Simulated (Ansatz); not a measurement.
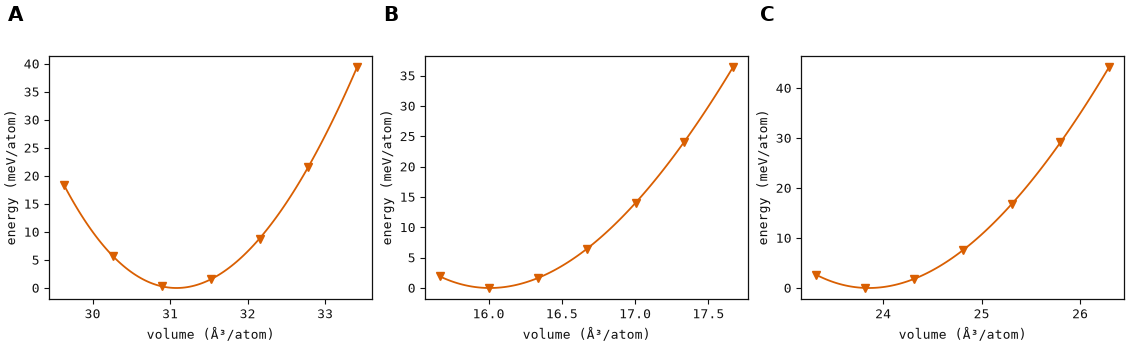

Each panel shows the energy against volume for one of these solids: Al, P6_3/mmc (No. 194); C, P-3m1 (No. 164); CdS, F-43m (No. 216).

Method: all-electron LAPW DFT, no spin polarisation; energies at scaled volumes of the given cell, shape and fractions fixed, counted from the fit's minimum, third-order Birch-Murnaghan fit (Ansatz 0.2.0). Level: LDA.

Q: Which panel belongs to which solid?

A: A is C (energy from 0.30 meV/atom to 39.44 meV/atom, V0 31.08 Å³/atom, B0 80.7 GPa); B is Al (energy from 0.00 meV/atom to 36.46 meV/atom, V0 16.01 Å³/atom, B0 81.3 GPa); C is CdS (energy from 0.01 meV/atom to 44.25 meV/atom, V0 23.85 Å³/atom, B0 68.1 GPa).

For Al, limits of the calculation: shape and atomic fractions are frozen while scaling, which makes layered, chain and framework solids too stiff.

For C, limits of the calculation: shape and atomic fractions are frozen while scaling, which makes layered, chain and framework solids too stiff.
